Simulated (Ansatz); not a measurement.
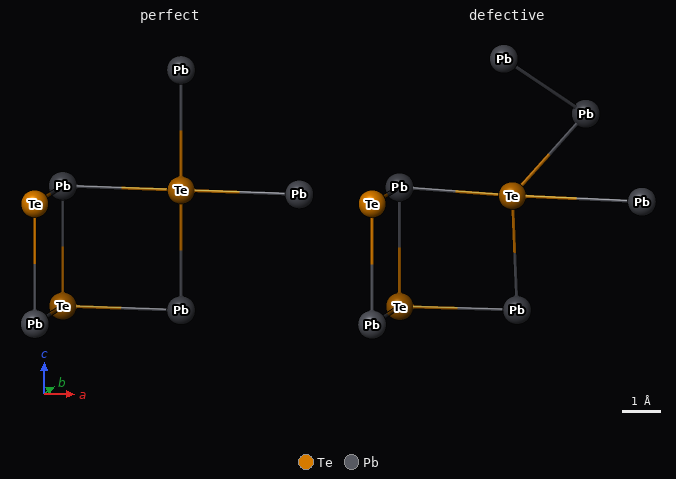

Left: perfect TePb. Right: the same region with a pair of point defects, after relaxing the atoms in a supercell of 64 sites. A ball-and-stick model of the atoms within 4.6 Å of one point, in a slice 4.2 Å thick across the line of sight, seen slightly off an axis.

Computed with DFT, PBEsol, PAW, plane waves in Ansatz 0.2.0. Set-up: plane-wave cutoff 420 eV; k-point mesh 1 × 1 × 1; mesh shifted by (0.25, 0.25, 0.25); collinear spin. Fermi-Dirac smearing of 0.01 eV. A uniform background neutralises the charged cell. The axes drawn are those of the host's conventional cell.

Q: What kind of defect was made?

A: A tellurium atom is replaced by lead and an extra tellurium atom is put between the host's atoms (an interstitial), the two sites 2.8 Å apart.

The charge state of the cell is +1.

Q: How does the lattice respond?

A: In the host the Te atom has 6 Pb at 3.22 Å; the Pb atom ends with 4 Te at 2.99 to 3.24 Å, 4 Pb at 3.05 to 3.25 Å. The Te atom starts with 4 Pb at 2.79 Å, 4 Te at 2.79 Å around its place and ends with 6 Pb at 3.04 to 3.53 Å. Of the host's atoms, a lead atom moves furthest from its site, by 0.58 Å. The Pb atom itself moves 2.81 Å from where it was put. The Te atom itself moves 2.54 Å from where it was put. The cell's net moment is 0.97 μB.

Limits of the set-up: the cell is charged, on a uniform background, and energies carry no finite-size correction.
